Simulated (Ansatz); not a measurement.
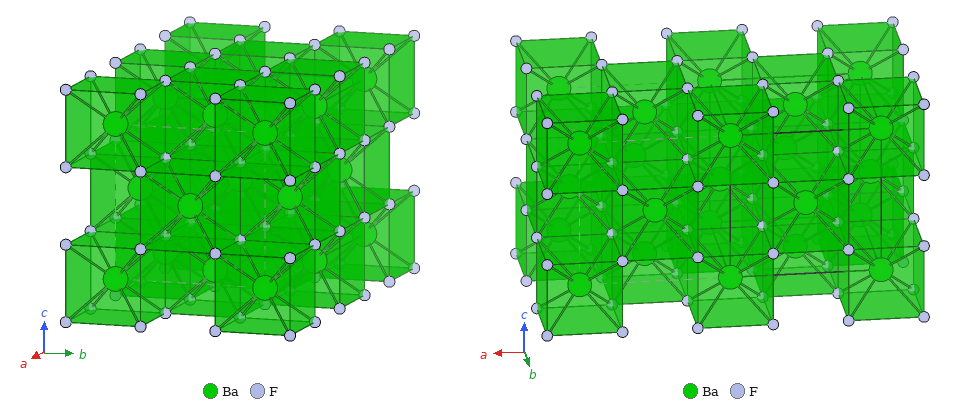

Polyhedra are drawn about Ba (bonds: Ba–F below 3 Å); other atoms are plain spheres. Two views of the same piece.

BaF₂ (space group Fm-3m, No. 225): coordinates from a relaxation with DFT r2SCAN, scalar-relativistic, plane waves, PAW in Ansatz 0.2.0; the starting structure was generated, so it need not be a known form of this composition.

Sharing among the drawn polyhedra:

```tsv
site	polyhedron	corner-sharing neighbours	edge-sharing	face-sharing	bond (Å)
Ba	BaF8 cube	0	12	0	2.68
```

They form a three-dimensional framework of edge-sharing cubes.
